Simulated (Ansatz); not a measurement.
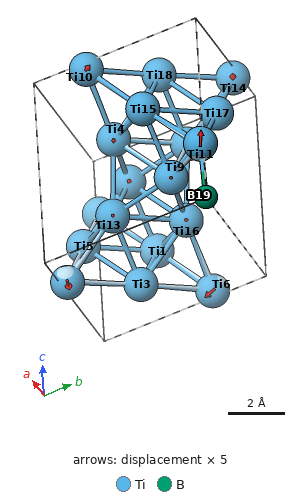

This is a relaxation of a defect cell of composition Ti$_{18}$B. The starting structure is drawn faded, the final one solid; red arrows show the displacements, 5 times their true length.

Style: ball-and-stick. Shown: the cell of the calculation, from a free direction.

Case: B interstitial, charge +0, atoms relaxed.

Theory: DFT PBEsol, scalar-relativistic, plane waves, PAW (Ansatz 0.2.0). Settings: plane-wave cutoff 420 eV; k-point mesh 4 × 4 × 4; occupations gaussian; smearing width 0.1 eV; mesh shifted by (0.5, 0.5, 0.5); no spin polarisation; atoms relaxed in a fixed cell; force threshold 0.02 eV/Å; at most 60 steps.

### Which element moves most?

Titanium: up to 0.13 Å, against 0.07 Å for boron.

### What did the optimiser do to the structure, and how much energy did it gain?

The atom that moves furthest is a Ti atom (0.13 Å roughly along [1 1 3]). By element the largest moves are Ti 0.13 Å, B 0.07 Å. The lattice vectors keep their values. Among the contacts that change: Ti–Ti 2.841 → 3.050 Å, Ti–Ti 2.841 → 2.664 Å, B–Ti 1.947 → 2.101 Å, Ti–Ti 2.841 → 2.992 Å. Bond angles that change, for instance: Ti–B–Ti 95.3° → 91.0°, Ti–B–Ti 84.7° → 88.1°, Ti–B–Ti 174.5° → 177.6°. The energy falls by 0.584 eV per cell of the calculation in 4 geometry steps. Largest force component: 2.2 eV/Å at the start, 0.0086 eV/Å at the end.

Limits of the set-up: the periodic images lie only 6.8 Å apart, so the values are limited by the cell's size.
